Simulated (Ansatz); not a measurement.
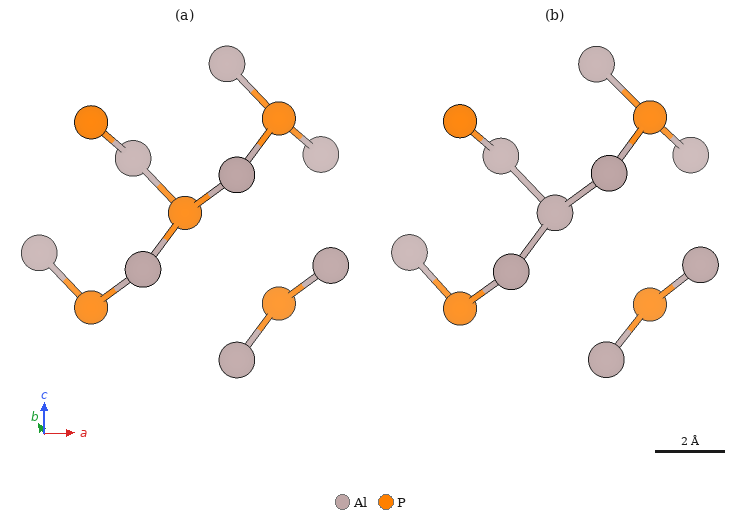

Left: perfect AlP. Right: the same region with one point defect, after relaxing the atoms in a supercell of 32 sites. The picture is a ball-and-stick view of the atoms within 4.6 Å of one point, in a slice 3.4 Å thick across the line of sight, seen from a free direction.

The calculation used Ansatz 0.2.0, DFT PBE, scalar-relativistic, plane waves, PAW. Set-up: plane-wave cutoff 420 eV; k-point mesh 2 × 2 × 2; occupations gaussian; smearing width 0.01 eV; mesh shifted by (0.5, 0.5, 0.5); collinear spin. The cell is small and the k-mesh coarse, so the numbers are rough. A uniform background neutralises the charged cell. The axes drawn are those of the host's conventional cell.

Question: What kind of defect was made?

Answer: A phosphorus atom is replaced by aluminium.

The charge state of the cell is −1.

Question: What does the relaxation do around it?

Answer: In the host the P atom has 4 Al at 2.38 Å; the Al atom ends with 4 Al at 2.49 Å. Of the host's atoms, an aluminium atom moves furthest from its site, by 0.10 Å.
